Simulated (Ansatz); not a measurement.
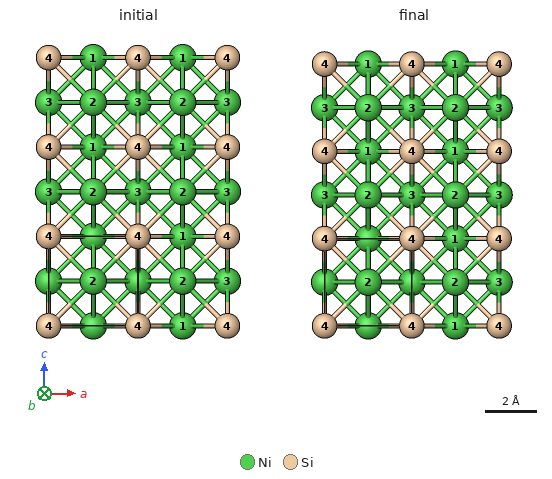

The structure of crystalline SiNi$_{3}$ (set up in Pm-3m) before (left) and after (right) a relaxation, at one scale.

Style: ball-and-stick. Shown: the cell of the calculation, repeated 2 × 1 × 3 with one cell outlined, along the b axis.

The run lets cell and atoms move.

Method: Ansatz 0.2.0, Kohn-Sham DFT of a periodic cell, PBE, Ansatz PAW.

Input file:
```yaml
crystal:
  lattice:
    - [3.542, 0.0, 0.0]
    - [0.0, 3.542, 0.0]
    - [0.0, 0.0, 3.542]
  atoms:
    - { symbol: Ni, position: [0.5, 0.5, 0.0], spin: 1.0 }
    - { symbol: Ni, position: [0.5, 0.0, 0.5], spin: 1.0 }
    - { symbol: Ni, position: [0.0, 0.5, 0.5], spin: 1.0 }
    - { symbol: Si, position: [0.0, 0.0, 0.0] }
hamiltonian:
  xc: pbe
  pseudopotentials: { kind: paw }
magnetization:
  spin_polarized: true
kpoints:
  mp_grid: { grid: [8, 8, 8] }
scf:
  occupations: { method: fermi_dirac, width: 0.05 }
output:
  forces: true
  stress: true
  eigenvalues: true
  write_density: true
  write_potential: true
  elf: true
  volumetric_format: npy
relax:
  f_tol: 0.01
  max_steps: 40
  cell: { stress_tol: 0.05, p_target: 10.0 }
```

Launched with:
```bash
ansatz run input.yaml --threads 2 --pin off --max-ram 5632MiB --backend cpu --events-out ev --progress --plain --runs-dir out
```

Q: Describe what moved and what it gained.

A: No atom moves by more than 0.005 Å relative to the cell. The drawn cell changes as follows: a = b = c 3.542 → 3.457 Å (−2.4 %); the volume changes by −7.0 %. Some distances before and after: Ni1–Si4 2.505 → 2.445 Å, Ni1–Ni2 2.505 → 2.445 Å. The space group stays Pm-3m (No. 221). Over 4 accepted moves (5 points after the start) the energy rises by 7.1 meV per atom. With the target pressure of 10 GPa, the enthalpy E + pV changes by −41.6 meV per atom. All forces vanish by symmetry, so only the cell relaxes. The pressure goes from −6.02 to 10.04 GPa. The SCF was repeated once at an unchanged geometry on a basis and grid sized afresh for the cell, which shifted the energy by 0.3 meV per atom at most. The program noted that the starting moments weren't kept. The run took 24 s on 2 threads of Arm Neoverse V2, on a shared host, peak memory 0.4 GiB.

Limits of the set-up: only the magnetic order of this start and cell was tried (total moment 0.0 μB per cell).
